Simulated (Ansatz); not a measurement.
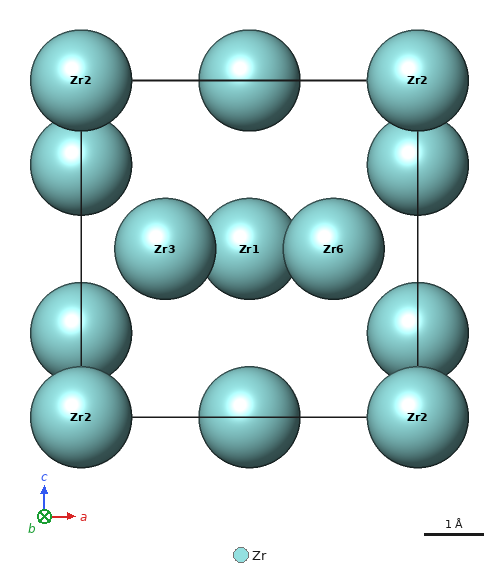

This is the input geometry for a relaxation of a crystal of Zr (built on the beta-tungsten (A15)_223 type). The picture is a spheres-only view of the cell of the calculation, seen along the b axis.

Case: beta-tungsten (A15) type (Pm-3n, No. 223).

All numbers below come from DFT PBE, scalar-relativistic, plane waves, PAW in Ansatz 0.2.0.

Input file:
```yaml
crystal:
  lattice:
    - [5.7542859044, 0.0, 0.0]
    - [0.0, 5.7542859044, 0.0]
    - [0.0, 0.0, 5.7542859044]
  atoms:
    - { symbol: Zr, position: [0.5, 0.5, 0.5] }
    - { symbol: Zr, position: [0.0, 0.0, 0.0] }
    - { symbol: Zr, position: [0.25, 0.0, 0.5] }
    - { symbol: Zr, position: [0.5, 0.25, 0.0] }
    - { symbol: Zr, position: [0.5, 0.75, 0.0] }
    - { symbol: Zr, position: [0.75, 0.0, 0.5] }
    - { symbol: Zr, position: [0.0, 0.5, 0.75] }
    - { symbol: Zr, position: [0.0, 0.5, 0.25] }
basis:
  ecutwfc: 420
kpoints:
  mp_grid: { grid: [8, 8, 8] }
hamiltonian:
  xc: pbe
scf:
  occupations: { method: gaussian, width: 0.1 }
output:
  forces: true
  stress: true
  eigenvalues: true
relax:
  adjacent_minimum: "off"
  f_tol: 0.01
  max_steps: 80
  cell: { stress_tol: 0.05 }
```

Where does the relaxation end?

Answer. No atom moves by more than 0.005 Å relative to the cell. The drawn cell changes as follows: a = b = c 5.754 → 5.685 Å (−1.2 %); the volume changes by −3.6 %. Among the contacts that change: Zr3–Zr4 3.524 → 3.481 Å, Zr1–Zr3 3.217 → 3.178 Å, Zr3–Zr6 2.877 → 2.843 Å. The space group stays Pm-3n (No. 223). Over 2 accepted moves (4 points after the start) the energy falls by 8.1 meV per atom. All forces vanish by symmetry, so only the cell relaxes. The pressure goes from −2.97 to 0.00 GPa. The line search rejected the trial step at point 1 of the run. At 1 point the geometry stayed and the basis and grid were re-selected for the new cell (energy shift of 0.1 meV per atom at most each time).

Final geometry:

```xyz
8
Lattice="5.6851 0.0000 0.0000 0.0000 5.6851 0.0000 0.0000 0.0000 5.6851" Properties=species:S:1:pos:R:3 pbc="T T T"
Zr    2.8426    2.8426    2.8426
Zr    0.0000    5.6851    5.6851
Zr    1.4213    5.6851    2.8426
Zr    2.8426    1.4213    0.0000
Zr    2.8426    4.2639    5.6851
Zr    4.2639    0.0000    2.8426
Zr    5.6851    2.8426    4.2639
Zr    5.6851    2.8426    1.4213
```

After the run, drawn alike:

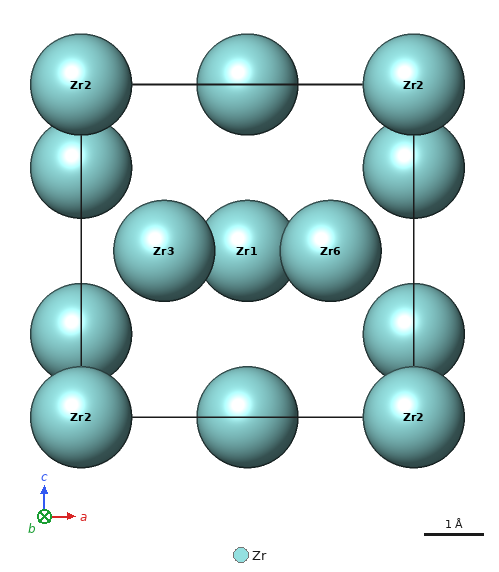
